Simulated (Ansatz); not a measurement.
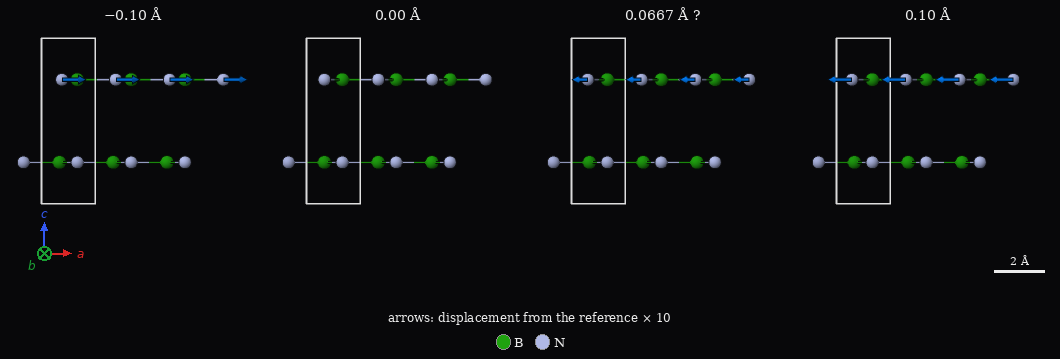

Solid BN (P6_3/mmc): an N atom (one in each cell of 4 atoms) is moved towards the nearest copy of atom 2 (B) at 1.446 Å, all else fixed. The picture is a ball-and-stick view of the cell of the calculation, repeated 3 × 3 × 1 with one cell outlined, seen along the b axis. Blue arrows: displacements from the reference.

Method: DFT PBE, scalar-relativistic, plane waves, PAW in Ansatz. (plane-wave cutoff 420 eV; k-point mesh 12 × 12 × 4; occupations gaussian; smearing width 0.05 eV; no spin polarisation). Energies (free energies at the smearing named) are counted from the cell as listed in its source, which wasn't relaxed.

```
displacement (Å)  E − E(ref) (meV/cell)
         −0.1000                  186.5
         −0.0667                   86.1
         −0.0333                   22.2
          0.0000                    0.0
          0.0167                    5.9
          0.0333                   23.8
          0.0500                   54.7
          0.0667                      ?
          0.0833                  157.1
          0.1000                  230.5
```

### One row is withheld. What is its energy?

A straight line between the two neighbours gives 106.1 meV/cell. A cubic through the four nearest rows (0.0333, 0.0500, 0.0833, 0.1000) gives, with Lagrange weights, (−0.1658)(23.8) + (0.6640)(54.7) + (0.6680)(157.1) + (−0.1662)(230.5) = 99.0 meV/cell. The calculation gives 99.0 meV/cell, so the cubic is right to the digits shown and the straight line 7.1 meV/cell too high, as the curve bends upwards here.

The whole profile:

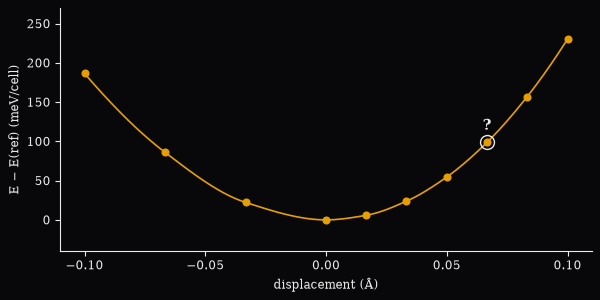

Limits of the set-up: layers or molecules are held without a dispersion correction, so their spacing is unreliable.
